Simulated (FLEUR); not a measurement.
# HfN: 5 runs along one coordinate

System: HfN (2 atoms in the cell).
Method: Kohn-Sham DFT of a periodic cell, BLYP, all-electron, no spin polarisation (FLEUR MaX-R8.1 (later development tree)).

The 5 runs differ only in the geometry, by an even scaling of the cell at fixed fractional positions. The structure derives from an entry of the Crystallography Open Database.

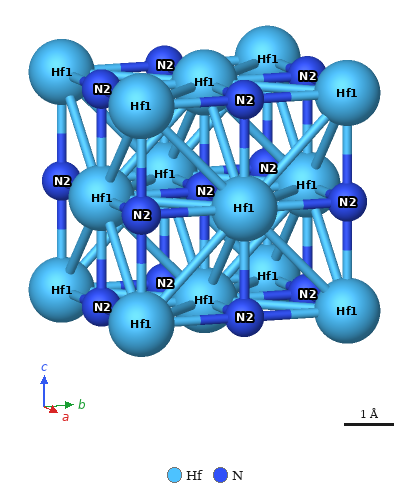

Figure 1. The structure of run 3 (ball-and-stick view of the cell 4 times as large as that of the calculation, set on its symmetry axes, seen slightly off an axis; atoms are numbered from 1 in the order of the input).

## Input of run 3
```
<?xml version="1.0" encoding="UTF-8" standalone="no"?>
<fleurInput fleurInputVersion="0.39">
   <comment>
      HfN                                                                                                 
   </comment>
   <calculationSetup>
      <cutoffs Kmax="4.93" Gmax="15.3" GmaxXC="15.3" numbands="0"/>
      <scfLoop itmax="60" minDistance="0.00001" maxIterBroyd="15" imix="Anderson" alpha="0.05" precondParam="0.0" spinf="2.0" sdNocoIR="T"/>
      <coreElectrons ctail="T" frcor="F" kcrel="0" coretail_lmax="0"/>
      <xcFunctional name="LibXC" relativisticCorrections="F">
         <LibXCName exchange="gga_x_b88" correlation="gga_c_lyp"/>
      </xcFunctional>
      <magnetism jspins="1"/>
      <soc l_soc="F" theta="0.0" phi="0.0" spav="F"/>
      <expertModes spex="0" secvar="F"/>
      <geometryOptimization l_f="F" forcealpha="1.0" forcemix="BFGS" epsdisp="0.00001" epsforce="0.00001"/>
      <ldaU l_linMix="F" mixParam="0.05" spinf="1.0"/>
   </calculationSetup>
   <cell>
      <bzIntegration valenceElectrons="31.0" mode="hist" fermiSmearingEnergy="0.00183747">
         <kPointListSelection listName="default-1"/>
         <!-- k-points included here -->
         <xi:include xmlns:xi="http://www.w3.org/2001/XInclude" href="kpts.xml"> </xi:include>
      </bzIntegration>
      <!-- symmetry operations included here -->
      <xi:include xmlns:xi="http://www.w3.org/2001/XInclude" href="sym.xml"> </xi:include>
      <bulkLattice scale="1.0000000000">
         <bravaisMatrix>
            <row-1>    0.0000000000000000     4.2632221370975998     4.2632221370975998</row-1>
            <row-2>    4.2632221370975998     0.0000000000000000     4.2632221370975998</row-2>
            <row-3>    4.2632221370975998     4.2632221370975998     0.0000000000000000</row-3>
         </bravaisMatrix>
      </bulkLattice>
   </cell>
   <atomSpecies>
      <species name="Hafnium (Hf)" element="Hf" atomicNumber="72">
         <mtSphere radius="2.37" gridPoints="807" logIncrement="0.016"/>
         <atomicCutoffs lmax="10" lnonsphr="8"/>
         <electronConfig flipSpins="F">
            <coreConfig>(1s1/2) (2s1/2) (2p1/2) (2p3/2) (3s1/2) (3p1/2) (3p3/2) (4s1/2) (3d3/2) (3d5/2) (4p1/2) (4p3/2) (4d3/2) (4d5/2)</coreConfig>
            <valenceConfig>(5s1/2) (5p1/2) (5p3/2) (6s1/2) (4f5/2) (4f7/2) (5d3/2) (5d5/2)</valenceConfig>
            <stateOccupation state="(5d3/2)" spinUp="0.400000" spinDown="0.400000"/>
            <stateOccupation state="(5d5/2)" spinUp="0.600000" spinDown="0.600000"/>
         </electronConfig>
         <energyParameters s="6" p="6" d="5" f="4"/>
         <lo type="SCLO" l="0" n="5" eDeriv="0"/>
         <lo type="SCLO" l="1" n="5" eDeriv="0"/>
         <lo type="SCLO" l="2" n="5" eDeriv="2"/>
         <lo type="SCLO" l="3" n="4" eDeriv="2"/>
      </species>
      <species name="Nitrogen (N)" element="N" atomicNumber="7">
         <mtSphere radius="1.46" gridPoints="499" logIncrement="0.021"/>
         <atomicCutoffs lmax="8" lnonsphr="6"/>
         <electronConfig flipSpins="F">
            <coreConfig>(1s1/2)</coreConfig>
            <valenceConfig>(2s1/2) (2p1/2) (2p3/2)</valenceConfig>
            <stateOccupation state="(2p1/2)" spinUp="0.500000" spinDown="0.500000"/>
            <stateOccupation state="(2p3/2)" spinUp="1.000000" spinDown="1.000000"/>
         </electronConfig>
         <energyParameters s="2" p="2" d="3" f="4"/>
         <lo type="SCLO" l="0" n="2" eDeriv="2"/>
         <lo type="SCLO" l="1" n="2" eDeriv="2"/>
         <lo type="SCLO" l="2" n="3" eDeriv="2"/>
      </species>
   </atomSpecies>
   <atomGroups>
      <atomGroup species="Hafnium (Hf)">
         <relPos label="                   1">.0000000000 .0000000000 .0000000000</relPos>
         <force calculate="T" relaxXYZ="TTT"/>
      </atomGroup>
      <atomGroup species="Nitrogen (N)">
         <relPos label="                   2">1.000/2.000 1.000/2.000 1.000/2.000</relPos>
         <force calculate="T" relaxXYZ="TTT"/>
      </atomGroup>
   </atomGroups>
   <output dos="F" band="F" slice="F">
      <checks vchk="F" cdinf="F"/>
      <bandDOS minEnergy="-.5*Htr" maxEnergy="0.5*Htr" sigma="0.015" storeEVData="T"/>
      <vacuumDOS vacdos="F" integ="F" star="F" nstars="0" locx1="0.0" locy1="0.0" locx2="0.0" locy2="0.0" nstm="0" tworkf="0.0"/>
      <unfoldingBand unfoldBand="F" supercellX="1" supercellY="1" supercellZ="1"/>
      <plotting iplot="0" polar="F">
         <plot TwoD="T" vec1="  1.0  0.0  0.0" vec2="  0.0  1.0  0.0" vec3="  0.0  0.0  1.0" zero="  0.0  0.0  0.0" file="plot"/>
      </plotting>
      <chargeDensitySlicing numkpt="0" minEigenval="0.0" maxEigenval="0.0" nnne="0" pallst="F"/>
      <specialOutput eonly="F"/>
      <moessbauerParams electricFieldGradient="T" isomerShift="T" coreHyperfine="T" valenceHyperfine="T"/>
      <magneticCircularDichroism mcd="F" energyLo="-10.0" energyUp="0.0"/>
   </output>
  <!-- We include the file relax.xml here to enable relaxations (see documentation) -->
  <xi:include xmlns:xi="http://www.w3.org/2001/XInclude" href="relax.xml"> <xi:fallback/> </xi:include>
</fleurInput>
```

Command:
```bash
inpgen -f crystal.txt -profile fastHighL; fleur_MPI
```

Run 4 has the same physical settings and fractional positions; its lattice vectors (Å) are:
```
   0.000000    2.285688    2.285688
   2.285688    0.000000    2.285688
   2.285688    2.285688    0.000000
```

## Results, with one run withheld

| run | volume per atom (Å³) | free energy per atom, from the lowest run given (meV) |
| --- | --- | --- |
| 1 | 10.793 | 142.22 |
| 2 | 11.023 | 94.53 |
| 3 | 11.482 | 30.75 |
| 4 | 11.941 | ? |
| 5 | 12.171 | 0.00 |

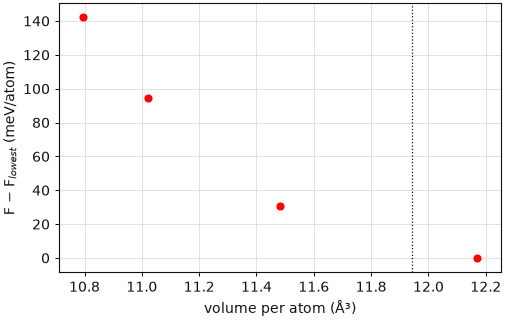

Figure 2. Free energy per atom of the runs given; the dotted line marks run 4.

Fit the runs given and predict run 4.

A quadratic polynomial in V^(−2/3) (the Birch–Murnaghan form), fitted to the 4 runs given, misses them by at most 0.01 meV per atom. With x = V^(−2/3) − 0.19803 Å⁻², it reads F = 45.424 + 10394 x + 5.9397e+05 x² (meV per atom). At run 4 it gives 2.66 meV per atom, and the run itself gives 2.87. The fit has its minimum at 12.143 Å³ per atom, where V d²F/dV² gives 250 GPa: the bulk modulus at this level, since symmetry fixes the shape and the positions.

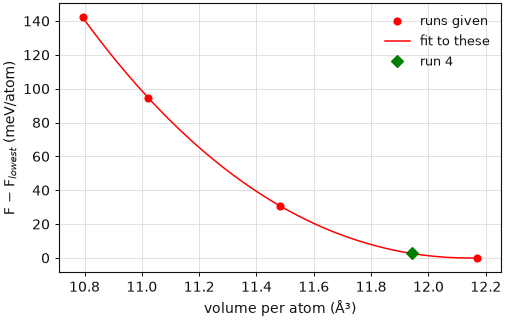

Figure 3. The fit and the withheld run.

## Output (run 4)
```
Welcome to FLEUR        (www.flapw.de)
      MaX-Release 8.1          (www.max-centre.eu)
 func_ids         131         106         131         106
The functional 'Becke 88' is an exchange functional, it belongs to the 'GGA' family and is defined in the reference(s):
[1] A. D. Becke.,  Phys. Rev. A 38, 3098 (1988)
The functional 'Lee, Yang & Parr' is a correlation functional, it belongs to the 'GGA' family and is defined in the reference(s):
[1] C. Lee, W. Yang, and R. G. Parr.,  Phys. Rev. B 37, 785 (1988)
[2] B. Miehlich, A. Savin, H. Stoll, and H. Preuss.,  Chem. Phys. Lett. 157, 200 (1989)
 Using same functional for VXC and EXC

 ========== k-point set info ==========
 Selected k-point list: default-1
 k-point list type: mesh
 10 x 10 x 10
 Number of k points: 47

 ------------Calculation Setup---------------------------
 Number of MPI-tasks      :            1
 Number of PE/node        :            1
 Number of OMP-threads    :            1
 Most efficient MPI parallelization for:
           1          47
 Additional eigenvalue parallelization possible
 Number of basis functions:          388
 Approximate size of matrices (H+S) per k-point:         0.002 GB
 --------------------------------------------------------

 Iteration:     1   Distance:      51.58347807 me/bohr^3

 Iteration:     2   Distance:      47.21644681 me/bohr^3

 Iteration:     3   Distance:      27.88905782 me/bohr^3

 Iteration:     4   Distance:      18.88565269 me/bohr^3

 Iteration:     5   Distance:       6.25116575 me/bohr^3

 Iteration:     6   Distance:       0.51512516 me/bohr^3

 Iteration:     7   Distance:       0.47371767 me/bohr^3

 Iteration:     8   Distance:       0.03733323 me/bohr^3

 Iteration:     9   Distance:       0.05720682 me/bohr^3

 Iteration:    10   Distance:       0.00915048 me/bohr^3

 Iteration:    11   Distance:       0.00982457 me/bohr^3

 Iteration:    12   Distance:       0.00198309 me/bohr^3

 Iteration:    13   Distance:       0.00017778 me/bohr^3

 Iteration:    14   Distance:       0.00024555 me/bohr^3

 Iteration:    15   Distance:       0.00001971 me/bohr^3

 Iteration:    16   Distance:       0.00001632 me/bohr^3

 Iteration:    17   Distance:       0.00000453 me/bohr^3

 ********************************************************************
 Run finished successfully
 Stop message:
   all done
 ********************************************************************
```

Notes: Spin–orbit coupling is left out, which matters for Hf. The cell holds an odd number of electrons but the run has no spin polarisation, so it comes out as a metal.
